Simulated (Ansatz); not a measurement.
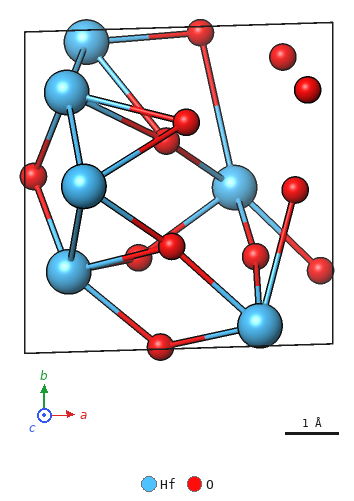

Starting frame of a dynamics run of an amorphous cell of composition HfO₂ (18 atoms in the cell). A ball-and-stick model of the simulation cell, seen along the c axis. Bonds to atoms that aren't drawn are left out.

Theory: DFT PBE, scalar-relativistic, plane waves, PAW in Ansatz 0.2.0.

The input:
```yaml
crystal:
  lattice:
    - [5.913382, 0.093665, -0.026317]
    - [0.093665, 6.169229, -0.029352]
    - [-0.026317, -0.029352, 5.666068]
  atoms:
    - { symbol: Hf, position: [0.1921217471, 0.5140667699, 0.9924595441] }
    - { symbol: Hf, position: [0.7640577493, 0.063575938, 0.7506136729] }
    - { symbol: Hf, position: [0.2005522761, 0.9626240936, 0.1895151477] }
    - { symbol: Hf, position: [0.1428893735, 0.2496624325, 0.5747011674] }
    - { symbol: Hf, position: [0.6816170852, 0.4957278045, 0.0842335872] }
    - { symbol: Hf, position: [0.1364167663, 0.8078128555, 0.6355363897] }
    - { symbol: O, position: [0.8382704723, 0.8972404483, 0.3920830236] }
    - { symbol: O, position: [0.9188097409, 0.792629323, 0.9900101626] }
    - { symbol: O, position: [0.369735376, 0.2862965579, 0.2539853837] }
    - { symbol: O, position: [0.570644258, 0.9809680087, 0.0835310689] }
    - { symbol: O, position: [0.4772232674, 0.3186879078, 0.7898512451] }
    - { symbol: O, position: [0.878315545, 0.4824839431, 0.7383830352] }
    - { symbol: O, position: [0.7497315017, 0.2789591111, 0.4041823093] }
    - { symbol: O, position: [0.4409606147, 0.0067341388, 0.5378611867] }
    - { symbol: O, position: [0.9606661445, 0.2290948677, 0.0476492761] }
    - { symbol: O, position: [0.0283405289, 0.5496447014, 0.3553109062] }
    - { symbol: O, position: [0.5245573258, 0.7033826521, 0.7890922895] }
    - { symbol: O, position: [0.4597197187, 0.6470089597, 0.3746755098] }
  symmetry: { detect: false }
basis:
  ecutwfc: 320
  xc_grid: 1
kpoints:
  mp_grid: { grid: [1, 1, 1], shift: [0.0, 0.0, 0.0] }
hamiltonian:
  xc: pbe
scf:
  occupations: { method: fermi_dirac, width: 0.3102 }
  lower_state_search: "off"
  convergence: { dr2_threshold: 1.0e-05 }
output:
  forces: true
  stress: true
md:
  timestep: 2.0
  n_steps: 24
  ensemble: nvt_langevin
  friction: 0.03
  temperature: 3600.0
  initial_velocities: maxwell_boltzmann
  seed: 48797
```

Run as
```bash
ansatz run input.yaml --threads 2 --pin off --max-ram 5120MiB --backend cpu --events-out ev --progress --plain --runs-dir out
```

Question: What does the trajectory do?

Answer: Over the second half the temperature averages 5122 K (spread ±515 K). That is above the set 3600 K, because the structure releases potential energy faster than the thermostat removes it. The potential energy is still drifting at the end, so the run hasn't reached equilibrium. The potential energy in the second half lies on average 596 meV per atom below the first frame. The mean pressure there is 39.4 GPa. In the second half of the run the atoms are, in the root-mean-square, this far from where they began (common drift taken out): O 0.70 Å, Hf 0.24 Å. The run lasts only 48 fs, too short to tell vibration from diffusion.

Along the run:

```csv
time (fs),potential energy (meV/atom),T (K),p (GPa)
0.0,0.0,3400,-4.0
4.0,-33.9,2912,-3.7
8.0,-95.1,2782,-1.3
12.0,-169.8,3454,3.8
16.0,-296.5,4801,10.9
20.0,-458.6,5902,19.2
24.0,-558.3,5409,26.4
28.0,-552.7,6080,36.3
32.0,-513.5,5023,42.6
36.0,-537.7,4801,45.1
40.0,-619.5,5420,44.2
44.0,-693.4,4847,39.9
48.0,-710.1,3965,36.7
```

The paths of the atoms:

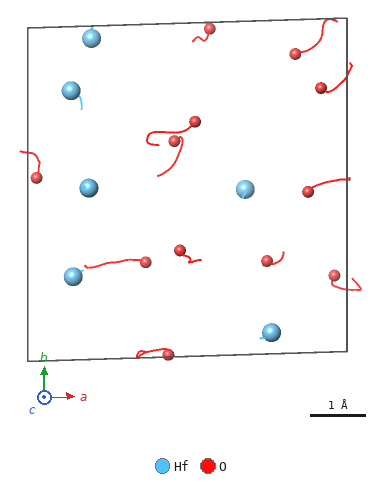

Limits of the set-up: the cutoff lies below the recommended one; the periodic images lie only 5.7 Å apart, so the values are limited by the cell's size.

Cost: 32 s on 2 threads of Intel(R) Xeon(R) Processor @ 2.70GHz (shared host), peak memory 0.38 GiB.
